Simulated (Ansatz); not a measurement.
System: Co3O4.

Input

```
crystal:
  lattice:
    - [0.0, 4.08185, 4.08185]
    - [4.08185, 0.0, 4.08185]
    - [4.08185, 4.08185, 0.0]
  atoms:
    - { symbol: Co, position: [0.75, 0.75, 0.75] }
    - { symbol: Co, position: [0.5, 0.5, 0.5] }
    - { symbol: Co, position: [0.125, 0.125, 0.125] }
    - { symbol: Co, position: [0.625, 0.125, 0.125] }
    - { symbol: Co, position: [0.125, 0.125, 0.625] }
    - { symbol: Co, position: [0.125, 0.625, 0.125] }
    - { symbol: O, position: [0.8878, 0.8878, 0.8878] }
    - { symbol: O, position: [0.9134, 0.3622, 0.3622] }
    - { symbol: O, position: [0.8878, 0.8878, 0.3366] }
    - { symbol: O, position: [0.3622, 0.9134, 0.3622] }
    - { symbol: O, position: [0.3366, 0.8878, 0.8878] }
    - { symbol: O, position: [0.3622, 0.3622, 0.3622] }
    - { symbol: O, position: [0.8878, 0.3366, 0.8878] }
    - { symbol: O, position: [0.3622, 0.3622, 0.9134] }
hamiltonian:
  xc: r2scan
  pseudopotentials: { kind: paw }
basis:
  ecutwfc: 500
kpoints:
  mp_grid: { grid: [3, 3, 3] }
scf:
  occupations: { method: fermi_dirac, width: 0.1 }
  lower_state_search: "off"
output:
  forces: true
  stress: true
  write_density: true
  write_potential: true
  elf: true
  volumetric_format: npy
```

Command:

```sh
ansatz run input.yaml --threads 2 --pin off --max-ram 5120MiB --backend cpu --events-out ev --progress --plain --runs-dir out
```

Below, planes, directions and counts refer to the conventional cell (a = 8.16 Å, b = 8.16 Å, c = 8.16 Å, α = 90.00°, β = 90.00°, γ = 90.00°).

Space group Fd-3m; computed pressure about −15 GPa in this cell; computed without spin polarisation.

These are results of Ansatz, DFT, r2SCAN, PAW, plane waves, scalar-relativistic, not measurements.

Question: What can the converged valence pseudo-density and electron localisation function tell about the bonding?

Answer: Co–O (1.94 Å): ρ is about 0.66 e/Å³ halfway; the ELF peaks at about 0.85 in the valence shell of O, 0.7 Å from its nucleus, and is about 0.20 at the midpoint (no localised pair shows between them).

Question: Does the calculation give a band gap?

Answer: It is metallic or semimetallic at this level of theory: no gap opens; semilocal functionals without U, or without the true magnetic order, often close the gap of such compounds.

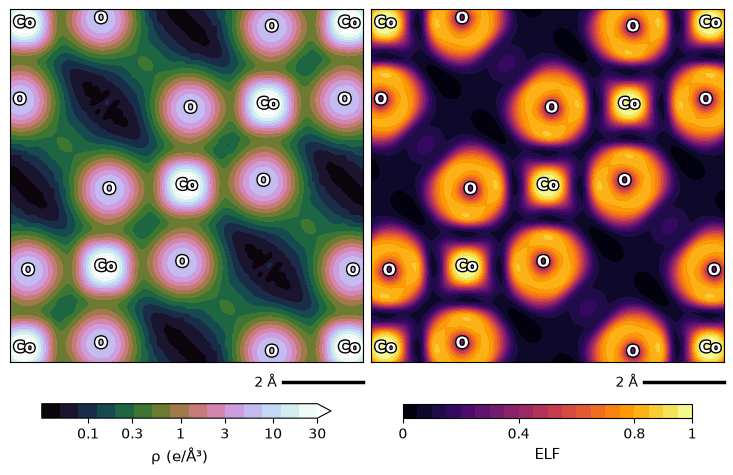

Computed valence pseudo-density and electron localisation function on the (100) plane of the conventional cell, in this order. 
